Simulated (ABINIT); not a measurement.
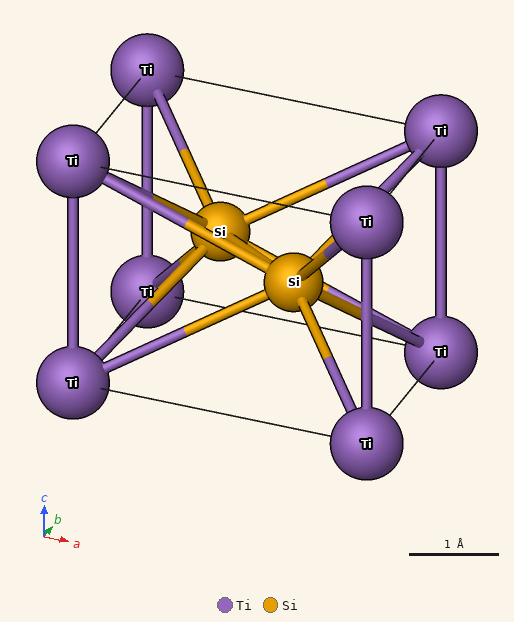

**Figure 1.** The structure as given in the input (ball-and-stick view of the cell of the calculation, seen slightly off an axis). An atom can appear more than once, as a periodic image.

Geometry relaxation of TiSi2 (part 1 of 3)

- system: TiSi2 (3 atoms in the cell)
- method: Kohn-Sham DFT of a periodic cell, WC, JTH PAW PBE v2.0, no spin polarisation (ABINIT 10.8.3)

The structure was built on a prototype by a generator; it need not be a known phase.

**The input**
```
# Pseudopotentials
pp_dirpath "./"
pseudos "Ti.GGA_PBE-JTH.xml, Si.GGA_PBE-JTH.xml"

# Structure
acell 3*1.0 Angstrom
rprim
     4.3746400000     0.0000000000     0.0000000000
    -2.1873200000     3.7885500000     0.0000000000
     0.0000000000     0.0000000000     2.5610100000
ntypat 2
znucl 22 14
natom 3
typat 1 2 2
xred
     0.0000000000     0.0000000000     0.0000000000
     0.3333300000     0.6666700000     0.5000000000
     0.6666700000     0.3333300000     0.5000000000
chkprim 0
chksymtnons 0
tolsym 1.0e-6

# Plane-wave basis
ecut 18.0
pawecutdg 36.0
pawxcdev 0
pawovlp -1

# k points
kptopt 1
ngkpt 7 7 10
nshiftk 1
shiftk 0.0 0.0 0.0

# Exchange and correlation
ixc 23

# Bands and occupations
nband 14
occopt 3
tsmear 0.05 eV

# SCF cycle
nstep 100
tolvrs 1.0e-9

# Output
iomode 3
prtwf 0
prtden 0
prteig 0
prtebands 0
enunit 1

# Relaxation
ionmov 2
ntime 60
tolmxf 0.0005
optcell 2
dilatmx 1.08
ecutsm 0.5
```

Machine: 1 thread of AMD EPYC (Zen 5), 16 GiB of memory available, shared host.

Launched with:
```bash
abinit run.abi > log 2>&1
```

**Log**
```
.Version 10.8.3 of ABINIT
 Symmetries : space group Cm m m (# 65); Bravais oC (1-face-center ortho.)
================================================================================
 Values of the parameters that define the memory need of the present run
     intxc =       0    ionmov =       2      iscf =      17    lmnmax =      18
     lnmax =       6     mgfft =      36  mpssoang =       3    mqgrid =    3001
     natom =       3  nloc_mem =       2    nspden =       1   nspinor =       1
    nsppol =       1      nsym =       8    n1xccc =       1    ntypat =       2
    occopt =       3   xclevel =       2
       mpw =        1332          nfft =       25920          nkpt =          96
 PAW method is used; the additional fine FFT grid is defined by:
   mgfftf=        50    nfftf =     75000
================================================================================
================================================================================

--------------------------------------------------------------------------------
------------- Echo of variables that govern the present computation ------------
--------------------------------------------------------------------------------
 -outvars: echo values of preprocessed input variables --------
            acell      8.2668720130E+00  8.2668720130E+00  4.8396075057E+00 Bohr
              amu      4.78800000E+01  2.80855000E+01
          chkprim           0
      chksymtnons           0
          dilatmx      1.08000000E+00
             ecut      1.80000000E+01 Hartree
           ecutsm      5.00000000E-01 Hartree
           enunit           1
           ionmov           2
                       outvar_i_n : Printing only first  50 k-points.
              ixc          23
                       outvar_i_n : Printing only first  50 k-points.
         kptrlatt        7    0    0      0    7    0      0    0   10
          kptrlen      4.83960751E+01
            natom           3
            nband          14
            ngfft          36      36      20
          ngfftdg          50      50      30
             nkpt          96
            nstep         100
             nsym           8
            ntime          60
           ntypat           2
                       prtocc : prtvol=0, do not print more k-points.
           occopt           3
          optcell           2
        pawecutdg      3.60000000E+01 Hartree
          pawovlp     -1.0000000000E+00
         pawxcdev           0
           prtden           0
        prtebands           0
           prteig           0
            prtwf           0
            rprim      1.0000000000E+00  1.0759543262E-07  0.0000000000E+00
                      -5.0000003106E-01  8.6602538585E-01  0.0000000000E+00
                       0.0000000000E+00  0.0000000000E+00  1.0000000000E+00
          spgroup          65
           tolmxf      5.00000000E-04
           tolsym      1.00000000E-06
           tolvrs      1.00000000E-09
           tsmear      1.83746611E-03 Hartree
            typat      1  2  2
           useylm           1
                       outvars : Printing only first  50 k-points.
           xangst      0.0000000000E+00  0.0000000000E+00  0.0000000000E+00
                      -2.1963786397E-05  2.5257124716E+00  1.2805050000E+00
                       2.1873419638E+00  1.2628375284E+00  1.2805050000E+00
            xcart      0.0000000000E+00  0.0000000000E+00  0.0000000000E+00
                      -4.1505540978E-05  4.7729048441E+00  2.4198037529E+00
                       4.1334772553E+00  2.3864170702E+00  2.4198037529E+00
             xred      0.0000000000E+00  0.0000000000E+00  0.0000000000E+00
                       3.3333000000E-01  6.6667000000E-01  5.0000000000E-01
                       6.6667000000E-01  3.3333000000E-01  5.0000000000E-01
            znucl       22.00000   14.00000

================================================================================

 chkinp: Checking input parameters for consistency.

================================================================================
== DATASET  1 ==================================================================

--- !DatasetInfo
iteration_state: {dtset: 1, }
dimensions: {natom: 3, nkpt: 96, mband: 14, nsppol: 1, nspinor: 1, nspden: 1, mpw: 1332, }
cutoff_energies: {ecut:  18.0, pawecutdg:  36.0, }
electrons: {nelect:   2.00000000E+01, charge:   0.00000000E+00, occopt:   3.00000000E+00, tsmear:   1.83746611E-03, }
meta: {optdriver: 0, ionmov: 2, optcell: 2, iscf: 17, paral_kgb: 0, }
...

 Exchange-correlation functional for the present dataset will be:
  GGA: Wu Cohen functional - ixc=23
  Z. Wu and R. E. Cohen, PRB 73, 235116 (2006)

 Real(R)+Recip(G) space primitive vectors, cartesian coordinates (Bohr,Bohr^-1):
 R(1)=  8.2668720  0.0000009  0.0000000  G(1)=  0.1209647  0.0698390  0.0000000
 R(2)= -4.1334363  7.1593210  0.0000000  G(2)= -0.0000000  0.1396780  0.0000000
 R(3)=  0.0000000  0.0000000  4.8396075  G(3)=  0.0000000  0.0000000  0.2066283
 Unit cell volume ucvol=  2.8643311E+02 bohr^3
 Angles (23,13,12)=  9.00000000E+01  9.00000000E+01  1.19999996E+02 degrees

 Coarse grid specifications (used for wave-functions):

 getcut: wavevector=  0.0000  0.0000  0.0000  ngfft=  36  36  20
         ecut(hartree)=     20.995   => boxcut(ratio)=   2.00352

 Fine grid specifications (used for densities):

 getcut: wavevector=  0.0000  0.0000  0.0000  ngfft=  50  50  30
         ecut(hartree)=     41.990   => boxcut(ratio)=   2.07398

--- Pseudopotential description ------------------------------------------------
- pspini: atom type   1  psp file is ./Ti.GGA_PBE-JTH.xml
 Pseudopotential format is: paw10
 basis_size (lnmax)=  6 (lmn_size= 18), orbitals=   0   0   1   1   2   2
 Spheres core radius: rc_sph= 2.30802695
 Shapefunction is BESSEL type: shapef(r,l)=aa(1,l)*jl(q(1,l)*r)+aa(2,l)*jl(q(2,l)*r)
 Radius for shape functions =  2.01037111
 Compensation charge density is not taken into account in XC energy/potential

- pspini: atom type   2  psp file is ./Si.GGA_PBE-JTH.xml
 Pseudopotential format is: paw10
 basis_size (lnmax)=  4 (lmn_size=  8), orbitals=   0   0   1   1
 Spheres core radius: rc_sph= 1.90944987
 Shapefunction is BESSEL type: shapef(r,l)=aa(1,l)*jl(q(1,l)*r)+aa(2,l)*jl(q(2,l)*r)
 Radius for shape functions =  1.60149249
 Compensation charge density is not taken into account in XC energy/potential

   6.99201800E+02                                ecore*ucvol(ha*bohr**3)
--------------------------------------------------------------------------------

================================================================================

=== [ionmov= 2] Broyden-Fletcher-Goldfarb-Shanno method (forces)
================================================================================

--- Iteration: ( 1/60) Internal Cycle: (1/1)
--------------------------------------------------------------------------------

---SELF-CONSISTENT-FIELD CONVERGENCE--------------------------------------------

--- !BeginCycle
iteration_state: {dtset: 1, itime: 1, icycle: 1, }
solver: {iscf: 17, nstep: 100, nline: 4, wfoptalg: 10, }
tolerances: {tolvrs: 1.00E-09, }
...

     iter   Etot(hartree)      deltaE(h)  residm     nres2
 ETOT  1  -65.259681918605    -6.526E+01 4.986E+00 1.041E+01
 ETOT  2  -66.656555800448    -1.397E+00 2.383E-01 4.011E+00
 ETOT  3  -66.647010951456     9.545E-03 8.425E-02 1.986E+00
 ETOT  4  -66.645445259628     1.566E-03 3.126E-02 3.043E-01
 ETOT  5  -66.646053427980    -6.082E-04 5.577E-03 1.465E-02
 ETOT  6  -66.646730258474    -6.768E-04 2.313E-03 1.609E-02
 ETOT  7  -66.647006150170    -2.759E-04 3.250E-03 1.179E-03
 ETOT  8  -66.647190036298    -1.839E-04 2.176E-03 1.627E-03
 ETOT  9  -66.647293630594    -1.036E-04 6.347E-04 1.009E-04
 ETOT 10  -66.647356536850    -6.291E-05 9.635E-04 2.725E-04
 ETOT 11  -66.647393727059    -3.719E-05 3.986E-04 9.193E-06
 ETOT 12  -66.647417127115    -2.340E-05 5.926E-04 6.609E-05
 ETOT 13  -66.647432449781    -1.532E-05 2.022E-03 5.979E-06
 ETOT 14  -66.647442839650    -1.039E-05 1.128E-03 2.983E-05
 ETOT 15  -66.647450044297    -7.205E-06 2.231E-04 1.512E-05
 ETOT 16  -66.647455070760    -5.026E-06 1.631E-04 3.118E-05
 ETOT 17  -66.647458746910    -3.676E-06 3.358E-04 1.915E-05
 ETOT 18  -66.647461400121    -2.653E-06 6.004E-05 5.346E-05
 ETOT 19  -66.647463436636    -2.037E-06 1.234E-04 8.349E-05
 ETOT 20  -66.647464853221    -1.417E-06 6.728E-05 8.334E-05
 ETOT 21  -66.647465900962    -1.048E-06 5.114E-05 7.219E-05
 ETOT 22  -66.647466693620    -7.927E-07 5.086E-05 7.594E-05
 ETOT 23  -66.647467360863    -6.672E-07 1.977E-05 1.024E-04
 ETOT 24  -66.647467791577    -4.307E-07 3.252E-05 9.399E-05
 ETOT 25  -66.647467913891    -1.223E-07 1.769E-05 2.513E-06
 ETOT 26  -66.647468184488    -2.706E-07 2.294E-05 3.227E-06
 ETOT 27  -66.647468384738    -2.003E-07 1.387E-05 4.388E-06
 ETOT 28  -66.647468536005    -1.513E-07 2.405E-05 4.354E-06
 ETOT 29  -66.647468651478    -1.155E-07 8.033E-06 5.812E-06
 ETOT 30  -66.647468739510    -8.803E-08 2.529E-05 4.700E-07
 ETOT 31  -66.647468810217    -7.071E-08 8.603E-06 1.227E-08
 ETOT 32  -66.647468863991    -5.377E-08 2.625E-05 7.524E-09
 ETOT 33  -66.647468904077    -4.009E-08 6.319E-06 8.781E-10

 At SCF step   33       nres2   =  8.78E-10 < tolvrs=  1.00E-09 =>converged.

 Cartesian components of stress tensor (hartree/bohr^3)
  sigma(1 1)=  9.33717139E-05  sigma(3 2)=  0.00000000E+00
  sigma(2 2)=  9.33789119E-05  sigma(3 1)=  0.00000000E+00
  sigma(3 3)=  1.40111623E-04  sigma(2 1)=  6.23365037E-09

--- !ResultsGS
iteration_state: {dtset: 1, itime: 1, icycle: 1, }
comment   : Summary of ground state results
lattice_vectors:
- [  8.2668720,   0.0000009,   0.0000000, ]
- [ -4.1334363,   7.1593210,   0.0000000, ]
- [  0.0000000,   0.0000000,   4.8396075, ]
lattice_lengths: [   8.26687,    8.26687,    4.83961, ]
lattice_angles: [ 90.000,  90.000, 120.000, ] # degrees, (23, 13, 12)
lattice_volume:   2.8643311E+02
convergence: {deltae: -4.009E-08, res2:  8.781E-10, residm:  6.319E-06, diffor: null, }
etotal    :  -6.66474689E+01
entropy   :   0.00000000E+00
fermie    :   3.56438657E-01
cartesian_stress_tensor: # hartree/bohr^3
- [  9.33717139E-05,   6.23365037E-09,   0.00000000E+00, ]
- [  6.23365037E-09,   9.33789119E-05,   0.00000000E+00, ]
- [  0.00000000E+00,   0.00000000E+00,   1.40111623E-04, ]
pressure_GPa:  -3.2055E+00
xred      :
- [  0.0000E+00,   0.0000E+00,   0.0000E+00, Ti]
- [  3.3333E-01,   6.6667E-01,   5.0000E-01, Si]
- [  6.6667E-01,   3.3333E-01,   5.0000E-01, Si]
cartesian_forces: # hartree/bohr
- [ -0.00000000E+00,  -0.00000000E+00,  -0.00000000E+00, ]
- [  5.14002420E-06,  -2.96759387E-06,  -1.04320646E-29, ]
- [ -5.14002420E-06,   2.96759387E-06,   1.04320646E-29, ]
force_length_stats: {min:   0.00000000E+00, max:   5.93518847E-06, mean:   3.95679231E-06, }
...

 Integrated electronic density in atomic spheres:
 ------------------------------------------------
 Atom  Sphere_radius  Integrated_density
    1        2.30803         10.32012815
    2        1.90945          1.52268160
    3        1.90945          1.52268160

---OUTPUT-----------------------------------------------------------------------

 Cartesian coordinates (xcart) [bohr]
  0.00000000000000E+00  0.00000000000000E+00  0.00000000000000E+00
 -4.15055409784098E-05  4.77290484411318E+00  2.41980375285554E+00
  4.13347725526159E+00  2.38641707019475E+00  2.41980375285554E+00
 Reduced coordinates (xred)
  0.00000000000000E+00  0.00000000000000E+00  0.00000000000000E+00
  3.33330000000000E-01  6.66670000000000E-01  5.00000000000000E-01
  6.66670000000000E-01  3.33330000000000E-01  5.00000000000000E-01
 Cartesian forces (fcart) [Ha/bohr]; max,rms= 5.14002E-06 2.79787E-06 (free atoms)
 -0.00000000000000E+00 -0.00000000000000E+00 -0.00000000000000E+00
  5.14002420237941E-06 -2.96759386529108E-06 -1.04320645578317E-29
 -5.14002420237941E-06  2.96759386529108E-06  1.04320645578317E-29
 Gradient of E wrt nuclear positions in reduced coordinates (gred)
  0.00000000000000E+00  0.00000000000000E+00  0.00000000000000E+00
 -4.24919195850889E-05  4.24919195850889E-05  5.04870979341448E-29
  4.24919195850889E-05 -4.24919195850889E-05 -5.04870979341448E-29
 Scale of Primitive Cell (acell) [bohr]
  8.26687201298144E+00  8.26687201298144E+00  4.83960750571109E+00
 Real space primitive translations (rprimd) [bohr]
  8.26687201298139E+00  8.89477670629191E-07  0.00000000000000E+00
 -4.13343626326078E+00  7.15932102483026E+00  0.00000000000000E+00
  0.00000000000000E+00  0.00000000000000E+00  4.83960750571109E+00
 Unitary Cell Volume (ucvol) [Bohr^3]=  2.86433110506648E+02
 Angles (23,13,12)= [degrees]
  9.00000000000000E+01  9.00000000000000E+01  1.19999995890157E+02
 Lengths [Bohr]
  8.26687201298144E+00  8.26687201298144E+00  4.83960750571109E+00
 Stress tensor in cartesian coordinates (strten) [Ha/bohr^3]
  9.33717139274294E-05  6.23365036982901E-09  0.00000000000000E+00
  6.23365036982901E-09  9.33789119292577E-05  0.00000000000000E+00
  0.00000000000000E+00  0.00000000000000E+00  1.40111623361179E-04
 Total energy (etotal) [Ha]= -6.66474689040774E+01

--- Iteration: ( 2/60) Internal Cycle: (1/1)
--------------------------------------------------------------------------------

---SELF-CONSISTENT-FIELD CONVERGENCE--------------------------------------------

--- !BeginCycle
iteration_state: {dtset: 1, itime: 2, icycle: 1, }
solver: {iscf: 17, nstep: 100, nline: 4, wfoptalg: 10, }
tolerances: {tolvrs: 1.00E-09, }
...
```
